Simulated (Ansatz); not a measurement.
Structure of Ru:

```xyz
4
Lattice="2.7402 0.0000 0.0000 0.0000 8.0331 0.0000 0.0000 0.0000 2.7159" Properties=species:S:1:pos:R:3 pbc="T T T"
Ru    1.3701    6.8732    2.0369
Ru    0.0000    5.1764    0.6790
Ru    0.0000    2.8566    2.0369
Ru    1.3701    1.1599    0.6790
```

Basis of the simulation: the input geometry of an electronic-structure calculation (not necessarily at equilibrium); the starting structure was generated, so it need not be a known form of this composition.

**Which powder rings are expected with λ = 0.7107 Å and a flat detector at 350 mm? List the innermost 5, leaving out those under 3 % of the strongest.**

```tsv
ring	radius	2θ (°)	d (Å)	hkl
1	62.7 mm	10.15	4.02	020
2	98.7 mm	15.75	2.59	110
3	114.9 mm	18.18	2.25	021
4	130.0 mm	20.38	2.01	040
5	137.1 mm	21.39	1.915	130
```

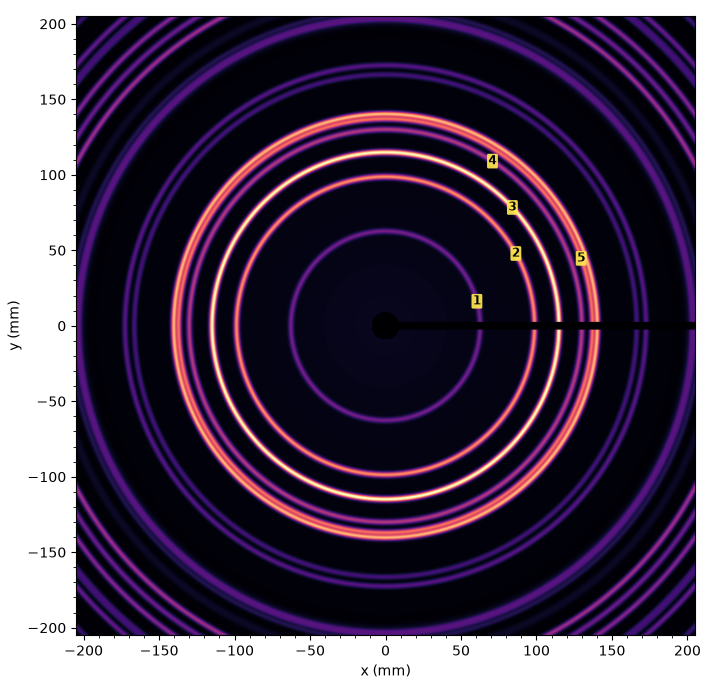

Simulated X-ray powder rings on a flat area detector normal to the beam: λ = 0.7107 Å, sample-to-detector distance 350 mm, axes in mm from the beam centre, for a fine-grained powder without texture. Kinematic intensities with B = 0.8 Å² for all atoms, without absorption; brightness goes as intensity to the power 0.6, clipped at the top. Reflections closer than the ring width show as one ring. The numbers mark the rings of the table.
